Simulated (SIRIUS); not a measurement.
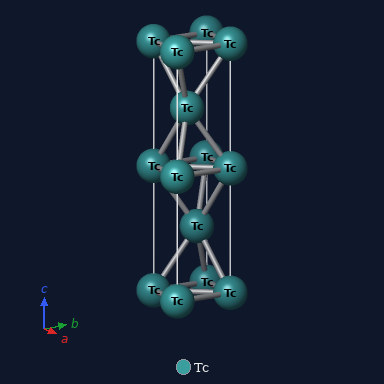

System: Tc, space group P6_3/mmc (No. 194). The picture shows the conventional cell.

Starting cell:
```
Tc
1.0
     2.73936    0.00000    0.00000
    -1.36968    2.37235    0.00000
     0.00000    0.00000    8.76968
Tc
4
Cartesian
  1.3697 0.7908 6.5773
  0.0000 0.0000 4.3848
  0.0000 1.5816 2.1924
  0.0000 0.0000 0.0000
```

Calculation (SIRIUS 7.12.0): all-electron LAPW DFT, no spin polarisation; energies at scaled volumes of the given cell, shape and fractions fixed, counted from the fit's minimum, third-order Birch-Murnaghan fit. Level: HTBS.

```json
{"setting": "k mesh", "value": "11×11×3"}
{"setting": "occupations", "value": "Gaussian"}
{"setting": "smearing width", "value": "0.1 eV"}
{"setting": "potentials", "value": "all electron FP LAPW"}
{"setting": "program settings", "value": "basis apw+lo rich, gk cutoff 3.58 1/bohr, pw cutoff 20 1/bohr"}
```

Predict the energy against volume. The volume takes the values 13.39, 13.68, 13.96, 14.25, 14.53, 14.82, 15.10 Å³/atom.

A third-order Birch–Murnaghan fit gives V0 = 14.10 Å³/atom, B0 = 325 GPa and B′ = 4.3. The energy is 39.68 meV/atom at volume 13.39 Å³/atom and 63.62 meV/atom at 15.10 Å³/atom; the lowest computed point is at volume 13.96 Å³/atom (1.42 meV/atom), in a single well.

```tsv
volume (Å³/atom)	energy (meV/atom)
13.39	39.68
13.68	13.69
13.96	1.42
14.25	1.53
14.53	12.52
14.82	33.76
15.10	63.62
```

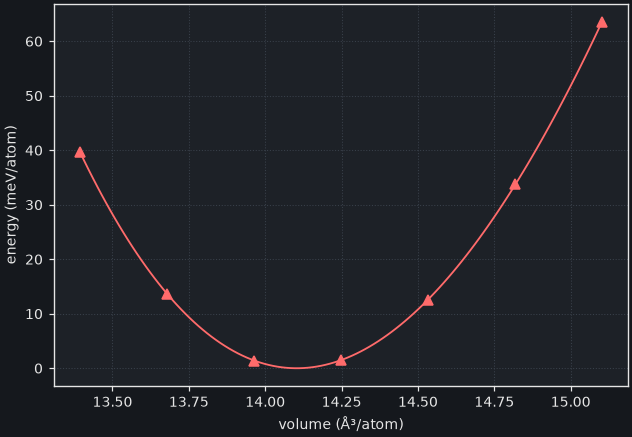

Note: shape and atomic fractions are frozen while scaling, which makes layered, chain and framework solids too stiff.
